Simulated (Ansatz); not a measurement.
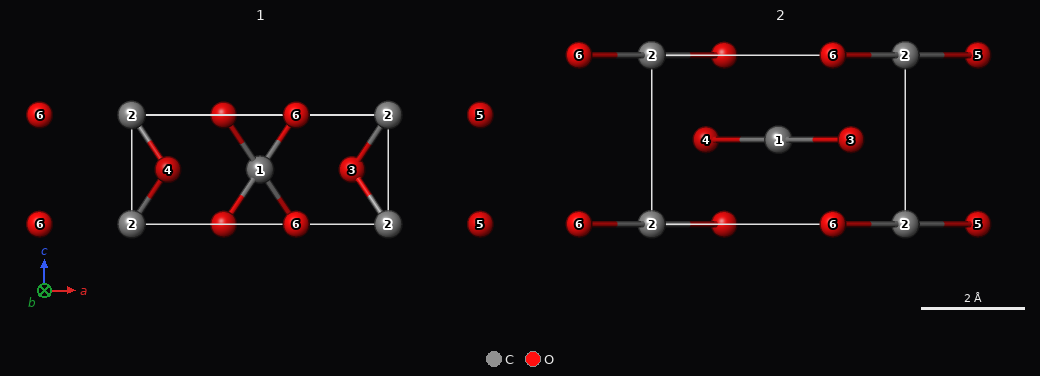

Two geometries of crystalline CO₂ (built on the MgF2-58 type type), drawn at one scale. One is the start of a relaxation, the other its converged end. Style: ball-and-stick. Shown: the cell of the calculation, along the b axis.

These are results of DFT, PBEsol, plane waves, PAW in Ansatz 0.2.0, not measurements. Settings: plane-wave cutoff 420 eV; k-point mesh 4 × 4 × 6; occupations fermi dirac; smearing width 0.03 eV; no spin polarisation; cell and atoms relaxed; force threshold 0.01 eV/Å; at most 120 steps.

Which geometry has the lower energy?

Answer. Structure 1 is the relaxed one. The largest moves relative to the cell, 0.43 Å, are those of O3, O4, O5 and O6. O4 goes along [−2 1 0]. C stays in place. The volume changes by −34.5 %, with a 4.964 → 5.022 Å (+1.2 %), b 5.061 → 5.071 Å (+0.2 %), c 3.306 → 2.137 Å (−35.4 %). Near-neighbour distances that change, for instance: C1–O5 2.166 → 1.459 Å, C1–O3 2.154 → 2.575 Å. New bonds form: C1–O5 (2.17 → 1.46 Å), C1–O6 (2.17 → 1.46 Å), C2–O3 (2.17 → 1.46 Å), C2–O4 (2.17 → 1.46 Å). The space group stays Pnnm (No. 58). After 18 accepted moves (23 points after the start) the energy has fallen by 2693 meV per atom. Largest force component: 0.62 eV/Å at the start, 0.00039 eV/Å at the end. Pressure: −36.65 GPa at the start and −0.01 GPa at the end. The line search rejected the trial step at point 21 of the run. At 4 points the geometry stayed and the basis and grid were re-selected for the new cell (energy shift of 2.8 meV per atom at most each time).
